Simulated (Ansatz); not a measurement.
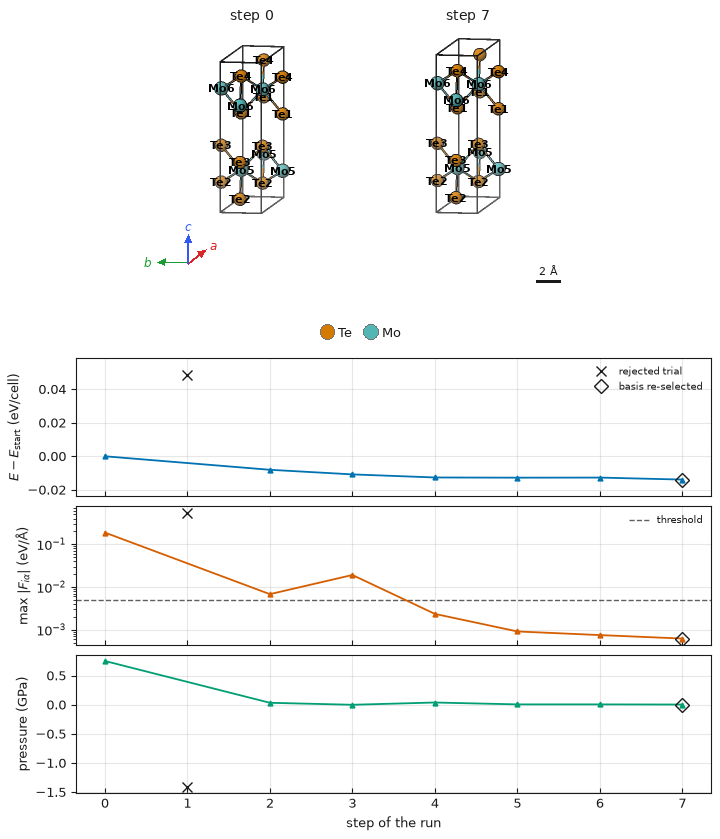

First and last geometry of a relaxation of crystalline Te$_{2}$Mo (set up in P6_3/mmc), with the history of the run. Style: ball-and-stick. Shown: the cell of the calculation, from a free direction.

Theory: Ansatz 0.2.0, DFT PBE, scalar-relativistic, plane waves, PAW.

Input file:
```yaml
crystal:
  lattice:
    - [3.5656545593, 0.0, 0.0]
    - [-1.7828272797, 3.0879474295, 0.0]
    - [0.0, 0.0, 14.64777841]
  atoms:
    - { symbol: Te, position: [0.33333333, 0.66666667, 0.62782269] }
    - { symbol: Te, position: [0.66666667, 0.33333333, 0.12782269] }
    - { symbol: Te, position: [0.66666667, 0.33333333, 0.37217731] }
    - { symbol: Te, position: [0.33333333, 0.66666667, 0.87217731] }
    - { symbol: Mo, position: [0.33333333, 0.66666667, 0.25] }
    - { symbol: Mo, position: [0.66666667, 0.33333333, 0.75] }
basis:
  ecutwfc: 420
kpoints:
  mp_grid: { grid: [9, 9, 2] }
hamiltonian:
  xc: pbe
scf:
  occupations: { method: gaussian, width: 0.02 }
output:
  forces: true
  stress: true
  eigenvalues: true
relax:
  adjacent_minimum: "off"
  f_tol: 0.005
  max_steps: 80
  cell: { stress_tol: 0.05 }
```

Run as
```bash
ansatz run input.yaml --threads 1 --pin off --max-ram 2560MiB --backend cpu --events-out ev --progress --plain --runs-dir out
```

What do the curves and the structures tell?

Answer. It converged. The largest moves relative to the cell, 0.065 Å, are those of Te1, Te2, Te3 and Te4. Te2 goes along +c. Mo stays in place. The volume changes by +4.2 %, with a = b 3.566 → 3.557 Å (−0.3 %), c 14.648 → 15.334 Å (+4.7 %). Near-neighbour distances that change, for instance: Te1–Mo6 2.728 → 2.736 Å. The space group stays P6_3/mmc (No. 194). Over 5 accepted moves (7 points after the start) the energy falls by 13.9 meV per cell of the calculation. Largest force component: 0.19 eV/Å at the start, 0.00062 eV/Å at the end. The pressure goes from 0.75 to 0.00 GPa. The line search rejected the trial step at point 1 of the run. At 1 point the geometry stayed and the basis and grid were re-selected for the new cell (energy shift of 1.2 meV per cell of the calculation at most each time).

```tsv
step	E − E(0), meV/atom	largest force component, eV/Å	pressure, GPa	volume, Å³/atom	note
0	0.00	0.1880	0.75	26.880	
1	8.12	0.5532	-1.41	26.711	rejected
2	-1.34	0.0068	0.03	27.001	
3	-1.80	0.0191	0.00	27.250	
4	-2.11	0.0023	0.04	27.696	
5	-2.13	0.0009	0.01	27.886	
6	-2.12	0.0008	0.01	27.997	
7	-2.32	0.0006	0.00	27.997	same geometry, new basis
```
